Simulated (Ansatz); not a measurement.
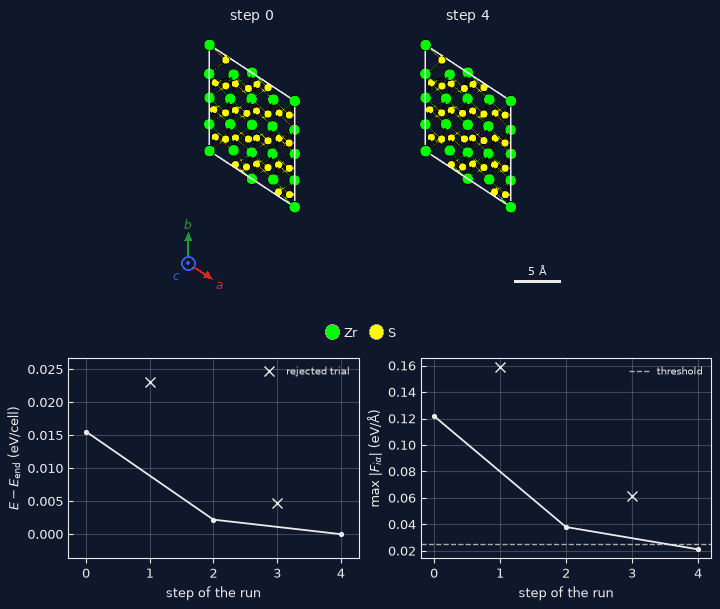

First and last geometry of a relaxation of a defect cell of composition Zr$_{16}$S$_{31}$ (cell charge +2), with the history of the run. Style: ball-and-stick. Shown: the cell of the calculation, along the c axis.

Case: S vacancy (site d), charge +2, atoms relaxed at the host's cell.

The calculation used DFT PBE, scalar-relativistic, plane waves, PAW in Ansatz 0.2.0. Set-up: plane-wave cutoff 420 eV; k-point mesh 2 × 2 × 2; occupations gaussian; smearing width 0.01 eV; mesh shifted by (0.5, 0.5, 0.5); no spin polarisation; atoms relaxed in a fixed cell; force threshold 0.025 eV/Å; at most 45 steps.

> Did the run converge, and what did it change?

It converged. The largest moves, 0.028 Å, are those of Zr atoms. Largest moves by element: Zr 0.028 Å, S 0.026 Å. The cell stays as it was. Among the contacts that change: S–Zr 2.561 → 2.572 Å, S–Zr 2.568 → 2.558 Å, S–Zr 2.605 → 2.596 Å, S–Zr 2.536 → 2.527 Å. After 2 accepted moves (4 points after the start) the energy has fallen by 15.5 meV per cell of the calculation. Largest force component: 0.12 eV/Å at the start, 0.021 eV/Å at the end. The line search rejected the trial steps at points 1, 3 of the run.

Limits of the set-up: the cell is charged, on a uniform background, and energies carry no finite-size correction.
